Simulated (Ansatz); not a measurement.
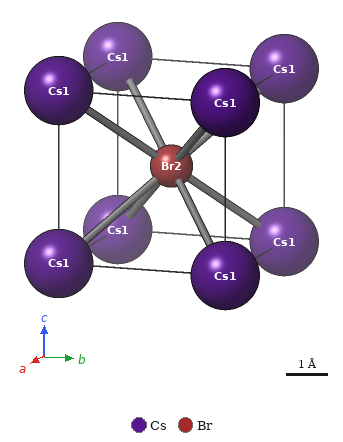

The structure (ball-and-stick view of the cell of the calculation, seen slightly off an axis; atoms are numbered from 1 in the order of the input). Near neighbours in the crystal (not all of them lie inside the picture): Cs has 8 Br at 3.76 Å; Br has 8 Cs at 3.76 Å.

Single-point calculation of CsBr

System: CsBr (Pm-3m, 2 atoms in the cell).
Method: DFT, PBE, plane waves, PAW, no spin polarisation (Ansatz 0.2.0).

The structure was built on a prototype by a generator. The geometry comes from this level: PBE. It belongs to a series of runs on one base structure; here: volume -3%. Figures and captions count atoms from 1; the log counts them from 0 in places.

Input:
```yaml
crystal:
  lattice:
    - [4.3466079687, 0.0, 0.0]
    - [0.0, 4.3466079687, 0.0]
    - [0.0, 0.0, 4.3466079687]
  atoms:
    - { symbol: Cs, position: [0.0, 0.0, 0.0] }
    - { symbol: Br, position: [0.5, 0.5, 0.5] }
kpoints:
  mp_grid: { grid: [6, 6, 6] }
hamiltonian:
  xc: pbe
scf:
  occupations: { method: fixed }
  n_extra_bands: 4
output:
  forces: true
  stress: true
  eigenvalues: true
```

Run on 2 threads of Arm Neoverse V1, 24 GiB of memory available, shared host.

Launched with:
```bash
ansatz run input.yaml --threads 2 --pin off --max-ram 2764MiB --backend cpu --events-out ev --progress --plain --runs-dir out
```

Log:
```
scf.n_extra_bands = 4 over 8 filled bands (N_el = 16.0): the run solves 12 bands
Engine: ansatz 0.2.0, aarch64-unknown-linux-gnu
Pseudopotentials: kind: paw
Pseudopotential: Cs, paw, valence charge 9, recommended cutoff 420 eV (normal), Cs.paw.azcp
Pseudopotential: Br, paw, valence charge 7, recommended cutoff 420 eV (normal), Br.paw.azcp
Functional definition: PBE
  parameter kappa = 0.804
  parameter beta = 0.06672455060314922
  exchange = pbe_x(kappa = kappa, mu = beta*pi^2/3)
  correlation = pbe_c(beta = beta)
Crystal: 2 atoms, lattice volume = 82.120 Å³
Basis set: ecut = 420 eV, 1575 PW (Γ), exchange–correlation on 60×60×60 points (8 copies of the dense FFT grid, shifted against one another)
Bands: 12, of which v1, the nominal top of the filled ones, is band 8 counted from 1 (7 counted from 0)
Symmetry: 48 space group operations
Space group: Pm-3m (ITA 221), of the structure as read, at distance tolerance 4.3e-5 Å
k-points: 20 of 216
Non-local potential: Cs, projectors of the file, l = 0: 3, l = 1: 2, l = 2: 2, l = 3: 2
Non-local potential: Br, projectors of the file, l = 0: 2, l = 1: 2, l = 2: 2
PAW form: soft (Blöchl's): semilocal exchange-correlation on the pseudo side does not see the compensation charge
PAW one-centre angular grid: Cs, 194 points (default); XC on 64 Gauss nodes
PAW one-centre angular grid: Br, 110 points (default); XC on 64 Gauss nodes
Initial density: superposition of atomic densities (neutral atoms: chi_scale 0, normalization atom), corrected by the library's trained network
Initial wavefunctions: pseudopotential atomic-orbital guess
Functional: x = pbe(κ = 0.804, μ = 0.2195149727645171), c = pbe(β = 0.06672455060314922)
SCF iter   1: F=—  HF=-8457.479331 eV  |F-HF|=—  |Δ(HF+E_count)|=         —  Δρ=3.13e-4  dr2=8.05e-5  ethr=1.77e-3  ⟨swp⟩=6.3  Hψ=1384  notcnv=0  defer=35
preconditioner: auto → Resta (q_TF=auto, 2.077 Å⁻¹)  ε∞=2.7  [insulator: Δε(μ)=4.371 eV  Ē_g=11.662 eV  n_scr=18 (ndim 8)  ℏωp=15.3 eV  f_vac=0.000  ε∞_Penn≈2.7]
SCF iter   2: F=—  HF=-8457.479729 eV  |F-HF|=—  |Δ(HF+E_count)|=   3.98e-4  Δρ=2.14e-4  dr2=5.27e-5  ethr=5.03e-7  ⟨swp⟩=3.2  Hψ=724  notcnv=0  defer=36
SCF iter   3: F=—  HF=-8457.479872 eV  |F-HF|=—  |Δ(HF+E_count)|=   1.43e-4  Δρ=1.31e-4  dr2=1.90e-5  ethr=3.29e-7  ⟨swp⟩=2.0  Hψ=424  notcnv=0  defer=36
SCF iter   4: F=—  HF=-8457.479868 eV  |F-HF|=—  |Δ(HF+E_count)|=   4.29e-6  Δρ=5.60e-5  dr2=3.37e-6  ethr=1.19e-7  ⟨swp⟩=2.0  Hψ=310  notcnv=0  defer=36
SCF iter   5: F=—  HF=-8457.479867 eV  |F-HF|=—  |Δ(HF+E_count)|=   4.24e-7  Δρ=8.99e-6  dr2=1.18e-7  ethr=2.10e-8  ⟨swp⟩=2.0  Hψ=380  notcnv=0  defer=36
SCF iter   6: F=-8457.479867 eV  HF=-8457.479867 eV  |F-HF|=5.48e-9  |Δ(HF+E_count)|=   1.35e-8  Δρ=2.24e-6  dr2=7.81e-9  ethr=6.25e-10  ⟨swp⟩=9.6  Hψ=1503  notcnv=0
SCF 1 converged in 6 iterations: F = -8457.479867 eV  dr2 = 7.81e-9
  greatest PAW one-centre occupation: 0.925 electrons in one spin orbital (limit 2), on the Cs atom at site 0 (counted from 0), in its partial waves of l = 0
SCF converged after 6 iterations
Free energy (F): -8457.479867 eV
Harris-Foulkes:  -8457.479867 eV  (|F-HF|=5.48e-9)
Internal energy: -8457.479867 eV  (E = F + TS)
E sigma→0 (E₀):  -8457.479867 eV
Fermi energy:    2.757587 eV
--- Per-component energies (eV) ---
  E_band       = -62.645023
  E_kinetic    = 276.515295
  E_local      = -429.766363  (includes V_loc(G=0)·N_el)
  E_nonlocal   = 100.273411
  E_hartree    = 126.978486
  E_xc         = -439.852886
  E_vxc        = -231.357353  (∫ρ·V_xc dr)
  E_paw        = -7313.286748  (= ΣΔE_a)
  E_vpaw       = -32.267844  (= ΣTr[D̂ρ^β])
  E_aug_tail   = -0.000002  (compensation charges beyond the density's cutoff)
  E_ewald      = -778.341061
  E_smearing   = -0.000000  (= −TS)
  E_closure    = -0.000000  (closes the sum)
  Σ components = -8457.479867   (vs F -8457.479867, Δ=0.00e0)
--- Forces (eV/Å), atoms counted from 1 ---
  atom   1  Cs     0.00000000     0.00000000     0.00000000
  atom   2  Br     0.00000000     0.00000000    -0.00000000
  max |Σ_I F_I| component: 1.97e-31 eV/Å
--- Stress (GPa, compression-positive) ---
        0.391097      -0.000000       0.000000
        0.000000       0.391097       0.000000
        0.000000       0.000000       0.391097
  P = ⅓ Tr σ = 0.3911 GPa (3.911 kbar)
--- Band table (eV; the first three rows and the last of 20) ---
  k-point 0: bands = ["-17.0660", "-9.5599", "-3.6798", "-3.6798", "-3.6798", "2.7462", "2.7462", "2.7462", "7.1224", "7.7175", "7.7175", "11.7590"]
  k-point 1: bands = ["-17.0549", "-9.5615", "-3.7762", "-3.6576", "-3.6576", "2.3671", "2.7040", "2.7040", "7.7461", "7.8858", "8.2807", "11.5972"]
  k-point 2: bands = ["-17.0325", "-9.5658", "-3.9531", "-3.6123", "-3.6123", "1.7692", "2.6167", "2.6167", "8.3318", "9.0437", "9.5577", "11.4631"]
  k-point 19: bands = ["-16.9456", "-9.3985", "-4.0443", "-4.0443", "-4.0443", "1.6761", "1.6761", "1.6761", "10.8942", "10.8942", "10.8942", "11.7101"]
```

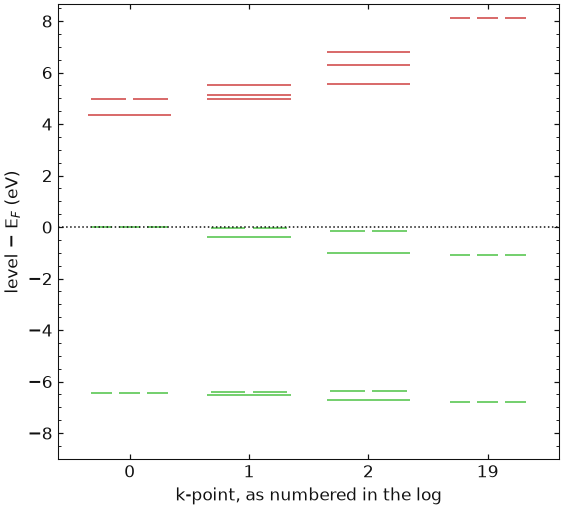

Kohn–Sham levels near the Fermi level (dotted) at the few k-points that the log prints; levels within 0.02 eV of each other stand side by side. Among these points the highest filled and lowest empty levels are 4.38 eV apart, which is the gap on the mesh.

Summary:

| quantity | value |
| --- | --- |
| outcome | converged |
| space group (tolerance 0.01 Å) | Pm-3m (221) |
| electrons treated | 16 |
| free energy | −8457.4799 eV |
| Fermi energy | 2.758 eV |
| gap on the k-point mesh | 4.36 eV |
| pressure | 0.39 GPa |
| largest force (length of the vector) | under 0.001 eV/Å |
| wall time | 0.78 s (CPU time 1.4 s) |
| peak memory | 0.31 GiB |
